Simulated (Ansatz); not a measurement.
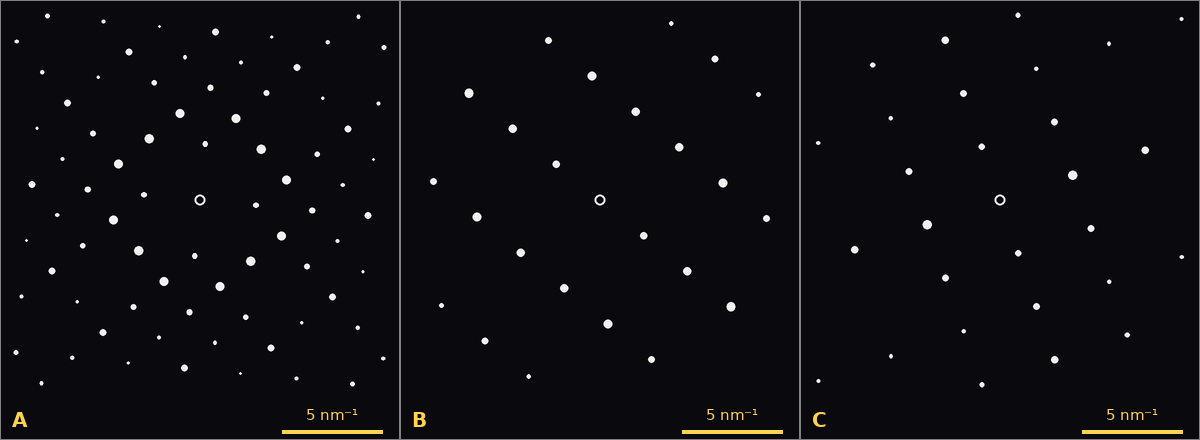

Kinematic zone-axis patterns, calculated for 120 keV electrons with B = 0.5 Å².

All three come from Ti, space group I4_1md (No. 109), a = 7.10 Å, c = 2.80 Å. Structure: the geometry relaxed with Ansatz 0.2.0, DFT PBE, scalar-relativistic, plane waves, PAW; the starting structure was generated, so it need not be a known form of this composition.

### Assign the zone axes [001], [101], [102] to A, B and C.

A is [001]: square net of 1 1 0 (itself extinct) at d = 5.02 Å and -1 1 0 (itself extinct) at d = 5.02 Å, at 90.0°. B is [102]: centred rectangular net of 0 2 0 at d = 3.55 Å and 2 1 -1 at d = 2.10 Å, at 72.8°. C is [101]: rectangular net of 0 2 0 at d = 3.55 Å and 1 0 -1 at d = 2.60 Å, at 90.0°.
